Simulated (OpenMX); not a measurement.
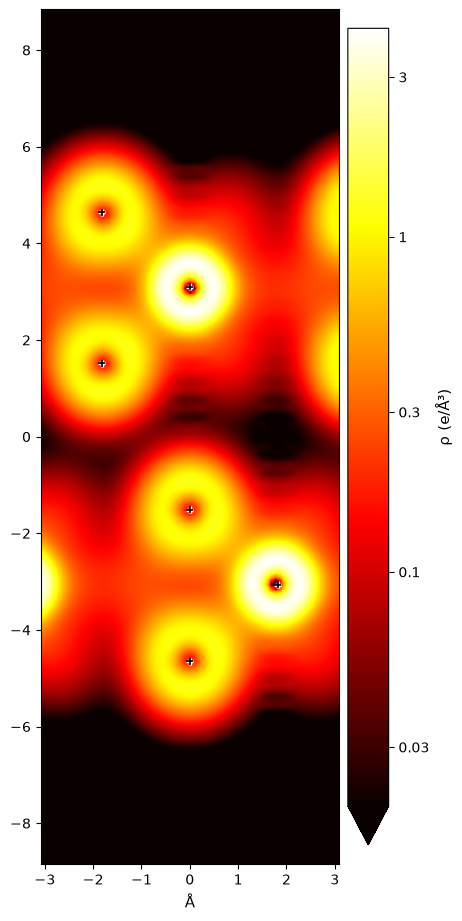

The valence pseudo-density on a plane through atoms (crosses mark nuclei in the plane).

Theory: Kohn-Sham DFT of a periodic cell, PBE, OpenMX 2013 PBE set (OpenMX).

Candidates:
A. WS$_{2}$ (slab), a = 3.16 Å, b = 3.16 Å, c = 24.29 Å, α = 90.00°, β = 90.00°, γ = 120.00°. Not relaxed (largest force 0.9 eV/Å).
B. MoS$_{2}$ (slab), a = 3.17 Å, b = 3.17 Å, c = 24.17 Å, α = 90.00°, β = 90.00°, γ = 120.00°. Not relaxed (largest force 1.7 eV/Å).
C. HfN, a = 4.51 Å, b = 4.51 Å, c = 4.51 Å, α = 90.00°, β = 90.00°, γ = 90.00°. Space group Fm-3m; computed pressure about 8 GPa in this cell.

Q: Which system is this?

A: Candidate A: WS$_{2}$ on the (110) plane of the calculation cell, a cut from vacuum to vacuum, which holds S and W. W–S (2.39 Å): ρ at the midpoint is about 0.62 e/Å³.
